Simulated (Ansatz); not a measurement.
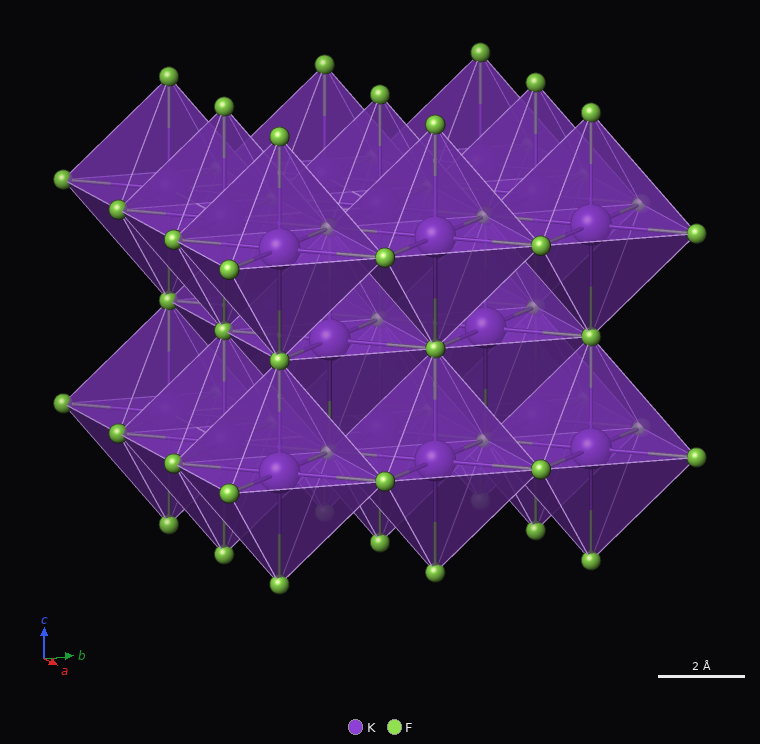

Fig. 1: The structure as given in the input (polyhedral view of the cell 2 times as large as that of the calculation, set on its symmetry axes, repeated 2 × 2 × 1, seen slightly off an axis; polyhedra are completed across the faces of the cell).

Run report: KF, band-structure calculation

- system: KF (Immm, 2 atoms in the cell)
- method: DFT, r2SCAN, plane waves, PAW, no spin polarisation (Ansatz 0.2.0)

The structure was built on a prototype by a generator. The geometry comes from this level: r2SCAN (a point of a series of strains). It belongs to a series of runs on one base structure; here: shear_xy strain -6.0%.

The input:
```yaml
crystal:
  lattice:
    - [-0.0791040768, 2.6589605635, 2.6589605635]
    - [2.6589605635, -0.0791040768, 2.6589605635]
    - [2.5798564867, 2.5798564867, 0.0]
  atoms:
    - { symbol: K, position: [0.0, 0.0, 0.0] }
    - { symbol: F, position: [0.5, 0.5, 0.5] }
kpoints:
  mp_grid: { grid: [8, 8, 8] }
  band_path:
    path:
      - [0.0, 0.0, 0.0]
      - [0.5, 0.0, 0.5]
      - [0.625, 0.25, 0.625]
      - [0.375, 0.375, 0.75]
      - [0.5, 0.5, 0.5]
      - [0.5, 0.25, 0.75]
    npoints: 1
hamiltonian:
  xc: r2scan
scf:
  occupations: { method: fixed }
  n_extra_bands: 4
output:
  forces: true
  stress: true
  eigenvalues: true
  write_density: true
  write_potential: true
  elf: true
  volumetric_format: npy
```

Run as:
```bash
ansatz run input.yaml --threads 4 --pin off --max-ram 3686MiB --backend cpu --events-out ev --progress --plain --runs-dir out
```

Output:
```
scf.n_extra_bands = 4 over 8 filled bands (N_el = 16.0): the run solves 12 bands
Engine: ansatz 0.2.0, x86_64-unknown-linux-gnu
Pseudopotentials: kind: paw
Pseudopotential: K, paw, valence charge 9, recommended cutoff 500 eV (meta_gga), K.paw.azcp
Pseudopotential: F, paw, valence charge 7, recommended cutoff 500 eV (meta_gga), F.paw.azcp
Functional definition: r2SCAN
  parameter k0 = 0.174
  parameter k1 = 0.065
  parameter a1 = 4.9479
  exchange = r2scan_x(k0 = k0, k1 = k1, a1 = a1)
  correlation = r2scan_c
Crystal: 2 atoms, lattice volume = 37.565 Å³
Basis set: ecut = 500 eV, 945 PW (Γ), exchange–correlation on 120×120×108 points (64 copies of the dense FFT grid, shifted against one another)
Bands: 12, of which v1, the nominal top of the filled ones, is band 8 counted from 1 (7 counted from 0)
Symmetry: 8 space group operations
Space group: Immm (ITA 71), of the structure as read, at distance tolerance 3.3e-5 Å
k-points: 95 of 512
Non-local potential: K, projectors of the file, l = 0: 3, l = 1: 2, l = 2: 2
Non-local potential: F, projectors of the file, l = 0: 2, l = 1: 2, l = 2: 1
PAW form: soft (Blöchl's): semilocal exchange-correlation on the pseudo side does not see the compensation charge
PAW frozen core: K, regenerated for the run's functional (the file was generated under x = pbe(κ = 0.804, μ = 0.2195149727645171), c = pbe(β = 0.06672455060314922))
PAW frozen core: F, regenerated for the run's functional (the file was generated under x = pbe(κ = 0.804, μ = 0.2195149727645171), c = pbe(β = 0.06672455060314922))
PAW one-centre angular grid: K, 302 points (default); XC on 160 Gauss nodes
PAW one-centre angular grid: F, 302 points (default); XC on 160 Gauss nodes
Initial density: superposition of atomic densities (neutral atoms: chi_scale 0, normalization atom), corrected by the library's trained network
Initial wavefunctions: pseudopotential atomic-orbital guess
Functional: x = r2scan, c = r2scan; τ floored in thin density (d = 2e-4 eV/Å³)
SCF iter   1: F=—  HF=-2355.147251 eV  |F-HF|=—  |Δ(HF+E_count)|=         —  Δρ=7.47e-3  dr2=1.94e-2  dr2_τ=2.75e-2  ethr=1.77e-3  ⟨swp⟩=4.2  Hψ=6204  notcnv=0  defer=152
preconditioner: auto → none  [insulator: Δε(μ)=7.187 eV  Ē_g=18.838 eV  n_scr=14 (ndim 8)  ℏωp=22.7 eV  f_vac=0.120  ε∞_Penn≈2.4]
SCF iter   2: F=—  HF=-2355.187476 eV  |F-HF|=—  |Δ(HF+E_count)|=   4.02e-2  Δρ=5.34e-3  dr2=3.88e-3  dr2_τ=8.86e-4  ethr=1.21e-4  ⟨swp⟩=3.0  Hψ=2899  notcnv=0  defer=184
SCF iter   3: F=—  HF=-2355.186558 eV  |F-HF|=—  |Δ(HF+E_count)|=   9.19e-4  Δρ=1.52e-3  dr2=3.12e-4  dr2_τ=6.04e-5  ethr=2.43e-5  ⟨swp⟩=2.0  Hψ=1995  notcnv=0  defer=189
SCF iter   4: F=—  HF=-2355.186527 eV  |F-HF|=—  |Δ(HF+E_count)|=   3.07e-5  Δρ=2.20e-4  dr2=4.12e-6  dr2_τ=2.01e-6  ethr=1.95e-6  ⟨swp⟩=3.0  Hψ=1817  notcnv=0  defer=190
SCF iter   5: F=—  HF=-2355.186531 eV  |F-HF|=—  |Δ(HF+E_count)|=   3.44e-6  Δρ=3.03e-5  dr2=1.13e-7  dr2_τ=3.82e-8  ethr=2.58e-8  ⟨swp⟩=2.3  Hψ=1856  notcnv=0
SCF iter   6: F=-2355.186531 eV  HF=-2355.186531 eV  |F-HF|=3.86e-9  |Δ(HF+E_count)|=   1.44e-7  Δρ=5.77e-6  dr2=4.85e-9  dr2_τ=1.19e-9  ethr=6.25e-10  ⟨swp⟩=9.0  Hψ=8759  notcnv=0
SCF 1 converged in 6 iterations: F = -2355.186531 eV  dr2 = 4.85e-9
  greatest PAW one-centre occupation: 0.989 electrons in one spin orbital (limit 2), on the K atom at site 0 (counted from 0), in its partial waves of l = 0
NSCF: frozen V_eff on 6 k-points
SCF converged after 6 iterations
Free energy (F): -2355.186531 eV
Harris-Foulkes:  -2355.186531 eV  (|F-HF|=3.86e-9)
Internal energy: -2355.186531 eV  (E = F + TS)
E sigma→0 (E₀):  -2355.186531 eV
Fermi energy:    1.060552 eV
--- Per-component energies (eV) ---
  E_band       = -136.841207
  E_kinetic    = 463.795034
  E_local      = -1103.890902  (includes V_loc(G=0)·N_el)
  E_nonlocal   = 85.245611
  E_hartree    = 398.516527
  E_xc         = -214.607181
  E_vxc        = -304.750989  (∫ρ·V_xc dr)
  E_paw        = -990.685668  (= ΣΔE_a)
  E_vpaw       = -94.245739  (= ΣTr[D̂ρ^β])
  E_aug_tail   = 0.001015  (compensation charges beyond the density's cutoff)
  E_vtau       = 19.973443  (kinetic-family band-sum trace: ∫τ·v_τ [+ j·A + Jᵃ·Aᵃ] dr)
  E_ewald      = -993.333390
  E_core_change = -0.227577  (= ΣΔE_core)
  E_smearing   = -0.000000  (= −TS)
  E_closure    = -0.000000  (closes the sum)
  Σ components = -2355.186531   (vs F -2355.186531, Δ=0.00e0)
--- Forces (eV/Å), atoms counted from 1 ---
  atom   1  K      0.00000000     0.00000000    -0.00000000
  atom   2  F      0.00000000     0.00000000    -0.00000000
  max |Σ_I F_I| component: 1.28e-29 eV/Å
--- Stress (GPa, compression-positive) ---
       -0.001358       0.740811       0.000000
        0.740811      -0.001358      -0.000000
        0.000000      -0.000000      -0.053757
  P = ⅓ Tr σ = -0.0188 GPa (-0.188 kbar)
--- Band table (eV; the first three rows and the last of 95) ---
  k-point 0: bands = ["-25.9877", "-18.7693", "-8.4674", "-8.4585", "-8.4422", "1.0057", "1.0265", "1.0606", "7.9342", "12.2122", "12.5017", "12.8410"]
  k-point 1: bands = ["-25.9715", "-18.7816", "-8.4978", "-8.4716", "-8.4622", "0.9075", "0.9465", "0.9844", "8.3939", "12.3389", "12.4441", "12.8808"]
  k-point 2: bands = ["-25.9321", "-18.8119", "-8.6199", "-8.4819", "-8.4816", "0.6089", "0.8062", "0.8535", "9.5332", "11.8718", "13.0319", "13.4786"]
  k-point 94: bands = ["-25.8641", "-18.7964", "-9.0409", "-8.7091", "-8.6415", "0.8375", "0.9528", "1.0179", "9.8200", "12.3390", "13.5538", "15.6485"]
```

File bands.tsv:
```
# k_distance	band_0	band_1	band_2	band_3	band_4	band_5	band_6	band_7	band_8	band_9	band_10	band_11
# fermi_ev = 1.060552
# lock_threshold_ev = 1e-6
# [0, 0, 0] at k_distance = 0.000000
# [0.5, 0, 0.5] at k_distance = 1.183081
# [0.625, 0.25, 0.625] at k_distance = 1.601086
# [0.375, 0.375, 0.75] at k_distance = 2.310908
# [0.5, 0.5, 0.5] at k_distance = 3.041903
# [0.5, 0.25, 0.75] at k_distance = 3.877913
# levels_relative_to = fermi_ev
# free_energy_ev = -2355.186531
# largest_residual_norms_ev = 8.595e-4 9.730e-4 9.641e-4 1.751e-4 2.137e-4 1.016e-3 9.258e-4 8.722e-4 1.327e-3 1.458e-3 1.083e-3 1.261e-3
0.000000	-27.048214	-19.829809	-9.527913	-9.519037	-9.502759	-0.054840	-0.034044	0.000000	6.873683	11.151665	11.441195	11.780489
1.183081	-26.921808	-19.855059	-10.116300	-9.736213	-9.731671	-0.228984	-0.081544	-0.078832	8.754789	11.251131	12.516346	14.505312
1.601086	-26.921507	-19.879197	-10.012876	-9.753726	-9.667721	-0.360851	-0.228047	-0.207342	9.537409	11.397120	12.020881	14.416239
2.310908	-26.919151	-19.876564	-9.994660	-9.774650	-9.690546	-0.352562	-0.268797	-0.204116	9.673896	11.288597	12.118645	14.444709
3.041903	-26.936111	-19.916063	-9.851131	-9.568930	-9.555777	-0.815603	-0.446405	-0.382959	9.772300	11.413421	12.756623	13.184673
3.877913	-26.919846	-19.880143	-9.924236	-9.921159	-9.608225	-0.433878	-0.180489	-0.179541	10.346304	10.364253	12.167732	14.381572
```

File rho_z.tsv:
```
# z_ang	rho[e/angstrom^3]
# format = ansatz-planar-average/11
# lattice	-0.079104077	2.658960563	2.658960563
# lattice	2.658960563	-0.079104077	2.658960563
# lattice	2.579856487	2.579856487	0.000000000
# sites	2
# site	19	0.000000000	0.000000000	0.000000000
# site	9	2.579856487	2.579856487	2.658960563
0.000000	5.681333e-1
0.135128	5.563160e-1
0.270257	5.201738e-1
0.405385	4.608265e-1
0.540514	3.859722e-1
0.675642	3.101474e-1
0.810771	2.501568e-1
0.945899	2.190931e-1
1.081028	2.257150e-1
1.216156	2.784316e-1
1.351284	3.802454e-1
1.486413	5.146120e-1
1.621541	6.429770e-1
1.756670	7.213297e-1
1.891798	7.213297e-1
2.026927	6.429770e-1
2.162055	5.146120e-1
2.297184	3.802454e-1
2.432312	2.784316e-1
2.567440	2.257150e-1
2.702569	2.190931e-1
2.837697	2.501568e-1
2.972826	3.101474e-1
3.107954	3.859722e-1
3.243083	4.608265e-1
3.378211	5.201738e-1
3.513340	5.563160e-1
```

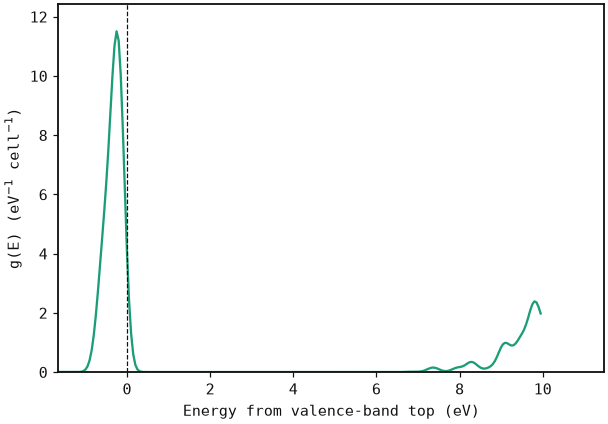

Fig. 2: Density of states (the curve is built from the levels of the k mesh with Gaussians 0.3 eV wide, which also blur the band edges), with energies from the valence-band top. There is a gap of 6.87 eV on the k-point mesh. Small ripples come from the finite k-point mesh.

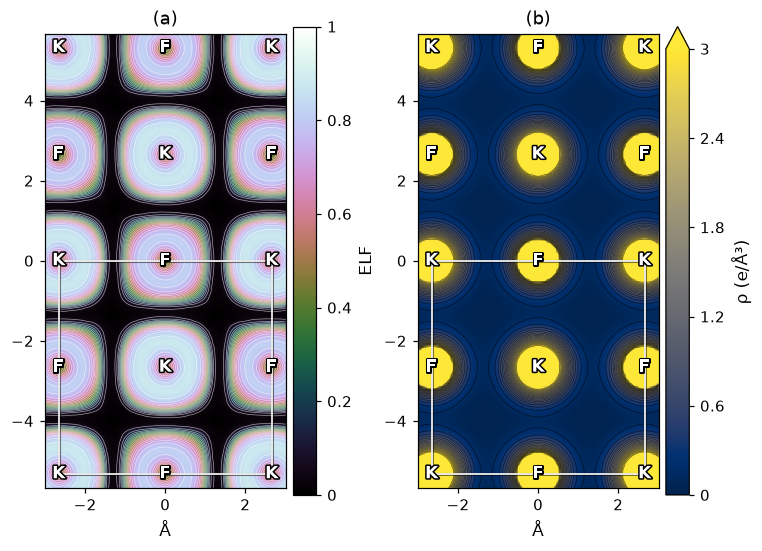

Fig. 3: (a) electron localisation function; (b) valence charge density (pseudo) on the (11̄0) plane of the conventional cell. The plane passes through K and F nuclei. K–F (2.66 Å): ρ is about 0.12 e/Å³ halfway; the ELF is about 0.05 at the midpoint (a closed-shell, largely ionic contact). Away from the nuclei the density in this plane falls to 0.02 e/Å³ at its lowest. The strong features right at K lie inside the PAW spheres (semicore, d or f shells) and say nothing about bonding. Core electrons are frozen (PAW), so the fields are smoothed inside the atomic spheres.

Summary:

- outcome: converged
- space group (tolerance 0.01 Å): Immm (71)
- electrons treated: 16
- free energy: −2355.1865 eV
- Fermi energy: 1.061 eV
- gap on the k-point mesh: 6.87 eV
- pressure: −0.02 GPa
- largest force (length of the vector): under 0.001 eV/Å
- hardware: 4 threads of an x86-64 CPU, shared host
- wall time: 4.2 s (CPU time 13 s)
- peak memory: 0.48 GiB
